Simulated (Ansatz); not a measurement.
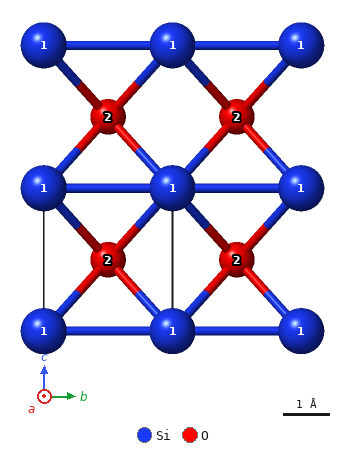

A crystal of SiO (a generated structure, set up in P4/mmm) (coarse preliminary run), before the relaxation. Style: ball-and-stick. Shown: the cell of the calculation, repeated 1 × 2 × 2 with one cell outlined, along the a axis.

Theory: DFT PBE, scalar-relativistic, plane waves, PAW (Ansatz).

Input
```yaml
crystal:
  lattice:
    - [2.8402371, 0.0, 0.0]
    - [0.0, 2.8402371, 0.0]
    - [0.0, 0.0, 3.15282131]
  atoms:
    - { symbol: Si, position: [0.0, 0.0, 0.0] }
    - { symbol: O, position: [0.5, 0.5, 0.5] }
basis:
  ecutwfc: 420
kpoints:
  mp_grid: { grid: [6, 6, 6] }
hamiltonian:
  xc: pbe
scf:
  occupations: { method: gaussian, width: 0.1 }
  lower_state_search: "off"
output:
  forces: true
  stress: true
  eigenvalues: true
relax:
  adjacent_minimum: "off"
  f_tol: 0.04
  max_steps: 70
  cell: { stress_tol: 0.4 }
```

Launched with:
```bash
ansatz run input.yaml --threads 1 --pin off --max-ram 2048MiB --backend cpu --events-out ev --progress --plain --runs-dir out
```

### Where does the relaxation end?

The atoms keep their places relative to the cell (all moves are under 0.005 Å). The drawn cell changes as follows: a = b 2.840 → 2.801 Å (−1.4 %), c 3.153 → 2.845 Å (−9.8 %); the volume changes by −12.3 %. Near-neighbour distances that change, for instance: Si1–Si1 3.153 → 2.845 Å, Si1–O2 2.553 → 2.438 Å, Si1–Si1 (another image) 2.840 → 2.801 Å. The space group stays P4/mmm (No. 123). The energy falls by 96.8 meV per atom in 5 accepted moves (7 points after the start). All forces vanish by symmetry, so only the cell relaxes. The pressure goes from −13.46 to 0.06 GPa. The SCF was repeated twice at an unchanged geometry on a basis and grid sized afresh for the cell, which shifted the energy by 2.3 meV per atom at most.

Step by step:

```json
{"step": "0", "E − E(0), meV/atom": "0.00", "pressure, GPa": "-13.46", "volume, Å³/atom": "12.717", "note": ""}
{"step": "1", "E − E(0), meV/atom": "-79.51", "pressure, GPa": "-6.23", "volume, Å³/atom": "11.741", "note": ""}
{"step": "2", "E − E(0), meV/atom": "-98.37", "pressure, GPa": "1.86", "volume, Å³/atom": "10.999", "note": ""}
{"step": "3", "E − E(0), meV/atom": "-98.85", "pressure, GPa": "0.12", "volume, Å³/atom": "11.158", "note": ""}
{"step": "4", "E − E(0), meV/atom": "-98.97", "pressure, GPa": "-0.05", "volume, Å³/atom": "11.189", "note": ""}
{"step": "5", "E − E(0), meV/atom": "-96.63", "pressure, GPa": "-0.48", "volume, Å³/atom": "11.189", "note": "same geometry, new basis"}
{"step": "6", "E − E(0), meV/atom": "-96.92", "pressure, GPa": "0.07", "volume, Å³/atom": "11.157", "note": ""}
{"step": "7", "E − E(0), meV/atom": "-96.85", "pressure, GPa": "0.06", "volume, Å³/atom": "11.157", "note": "same geometry, new basis"}
```

Final geometry:

```
CELL_PARAMETERS angstrom
2.80057 0.00000 0.00000
0.00000 2.80057 0.00000
0.00000 0.00000 2.84498
ATOMIC_POSITIONS crystal
Si 0.00000 0.00000 0.00000
O 0.50000 0.50000 0.50000
```

After the run, drawn alike:

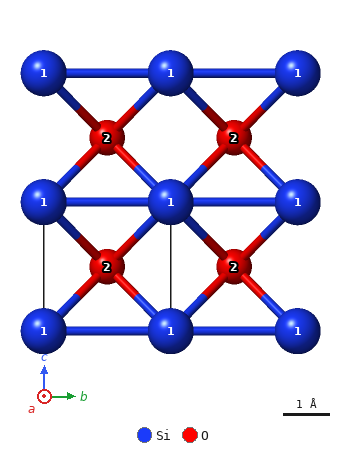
